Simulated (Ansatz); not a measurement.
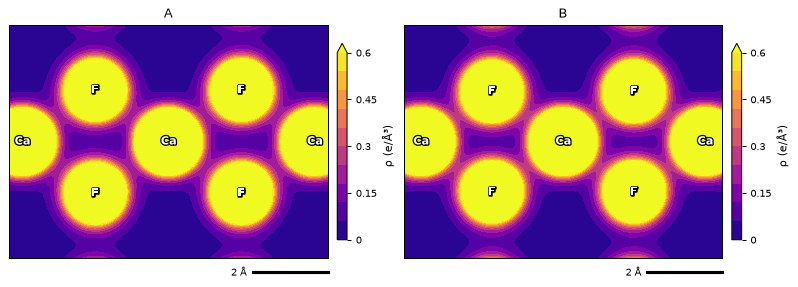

CaF₂. The valence pseudo-density of two cells that differ in size, on the (101̄) plane of each (indices in the axes of the calculation cell), at one length scale and on one colour scale; one has 12.8 and the other 13.9 Å³ an atom.

Theory: DFT PBE, scalar-relativistic, plane waves, PAW (Ansatz).

In a PAW calculation such maps are meaningful between the atoms, not at the nuclei.

The larger cell:

```yaml
crystal:
  lattice:
    - [0.00000, 2.75544, 2.75544]
    - [2.75544, 0.00000, 2.75544]
    - [2.75544, 2.75544, 0.00000]
  atoms:
    - { symbol: Ca, position: [0.00000, 0.00000, 0.00000] }
    - { symbol: F, position: [0.25000, 0.25000, 0.25000] }
    - { symbol: F, position: [0.75000, 0.75000, 0.75000] }
```

The smaller cell: a = 3.788 Å, b = 3.788 Å, c = 3.788 Å, α = 60.00°, β = 60.00°, γ = 60.00°.

**Which is the denser cell? Describe the effect of the change.**

Panel B is the smaller cell, by 8 % in volume. From the larger cell to the smaller, Ca–F goes from 2.39 to 2.32 Å, and the density at its midpoint from 0.21 to 0.25 e/Å³; the pressure goes from 0.0 to 8 GPa; the Kohn–Sham gap goes from 7.1 eV to 7.7 eV.
